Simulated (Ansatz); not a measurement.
**GdN: density, localisation and related maps**

The calculation's input:

```
crystal:
  lattice:
    - [3.0188911066, 0.0, 0.0]
    - [0.0, 3.0188911066, 0.0]
    - [0.0, 0.0, 3.0188911066]
  atoms:
    - { symbol: Gd, position: [0.0, 0.0, 0.0], spin: 7.65 }
    - { symbol: "N", position: [0.5, 0.5, 0.5066249491] }
basis:
  ecutwfc: 500
  ecutrho_ratio: 4
kpoints:
  mp_grid: { grid: [12, 12, 12] }
hamiltonian:
  xc: r2scan
scf:
  occupations: { method: gaussian, width: 0.05 }
output:
  forces: true
  stress: true
  eigenvalues: true
  populations: true
  write_density: true
  write_potential: true
  elf: true
  volumetric_format: npy
magnetization:
  spin_polarized: true
checkpoint:
  read: start.run
  write: ck
  compress: false
  write_wavefunctions: false
  write_every: 100000
```

Run with:

```sh
ansatz run input.yaml --threads 2 --pin off --max-ram 2662MiB --backend cpu --events-out ev --progress --plain --runs-dir out
```

Below, planes, directions and counts refer to the conventional cell (a = 3.02 Å, b = 3.02 Å, c = 3.02 Å, α = 90.00°, β = 90.00°, γ = 90.00°).

Space group P4mm; started from the CsCl prototype, which need not be the ambient phase; changed on purpose from its base cell (atom 2 (N) moved 0.02 A along z); spin-polarised.

Method: DFT r2SCAN, scalar-relativistic, plane waves, PAW (Ansatz).

In a PAW calculation such maps are meaningful between the atoms, not at the nuclei.

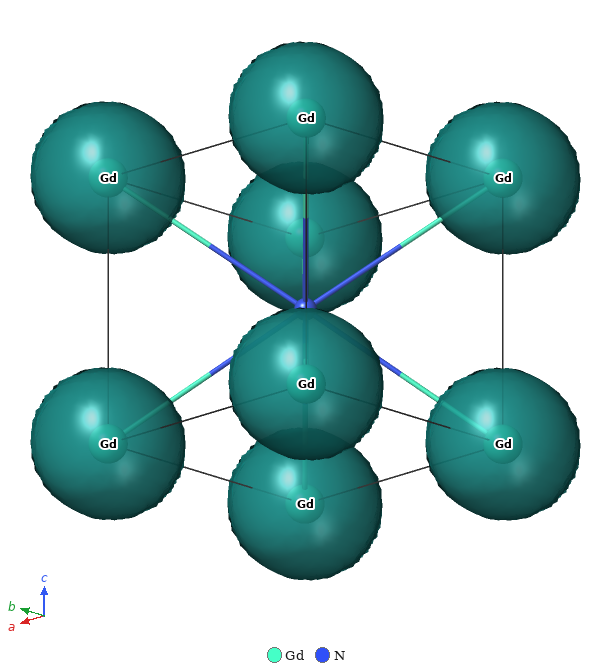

Figure 1. Isosurfaces of the magnetisation density (up minus down) at +0.4 (teal) and −0.4 e/Å³ (pink), seen at an oblique angle. Sticks mark near contacts.

Which atoms carry the moments, and with what signs?

The spin density sits on Gd: +6.9 μB in one cell of 2 atoms, with smaller moments on other sites: N (up to −0.11 μB): parallel moments, as they must be, since the calculation's own cell holds one magnetic site. The cell of the calculation (2 atoms) carries 7.0 μB of net spin moment. Only one sign reaches the isovalue.

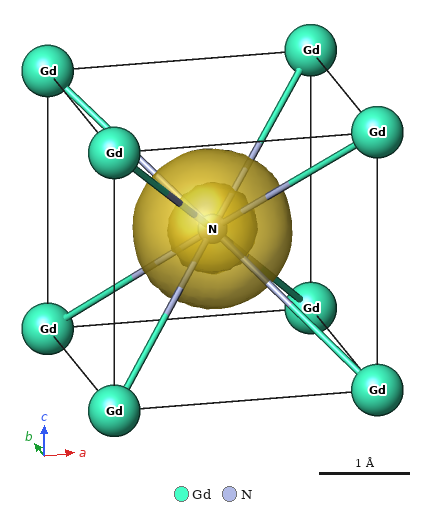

Figure 2. Isosurface of the electron localisation function at 0.75 (yellow), seen at an oblique angle. Only the valence region is drawn (cores and ρ < 0.01 e/Å³ removed). Sticks mark near contacts.

What do the ELF domains correspond to?

The ELF exceeds this value in one region wrapped around N (its valence shell), counted in one cell of 2 atoms. Regions shared between cells count once. Profiles from the grid: Gd–N (2.60 Å): the ELF peaks at about 0.85 in the valence shell of N, 0.7 Å from its nucleus, and drops to about 0.15 between the two atoms (no shared electron pair shows on this line).

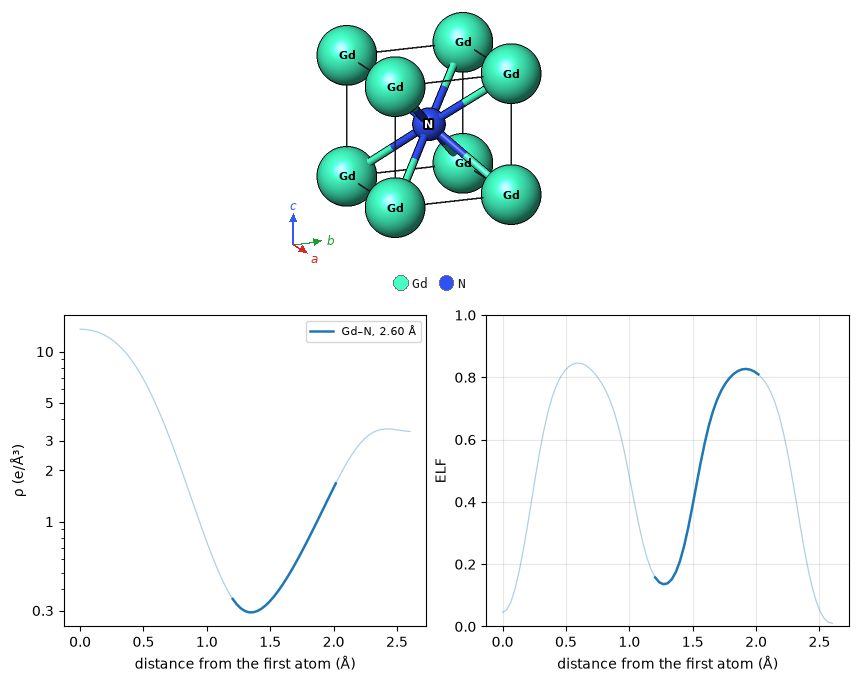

Figure 3. Valence electron density and electron localisation function along straight lines between neighbouring atoms. Thin, pale parts lie inside the atomic spheres. The structure is drawn too.

What can be read from the curves?

Gd–N (2.60 Å): the density is about 0.3 e/Å³ at the midpoint; the ELF peaks at about 0.85 in the valence shell of N, 0.7 Å from its nucleus, and drops to about 0.15 between the two atoms: no shared electron pair shows on this line.

Does the calculation give a band gap?

It is metallic or semimetallic at this level of theory: no gap opens; semilocal functionals without U, or without the true magnetic order, often close the gap of such compounds.
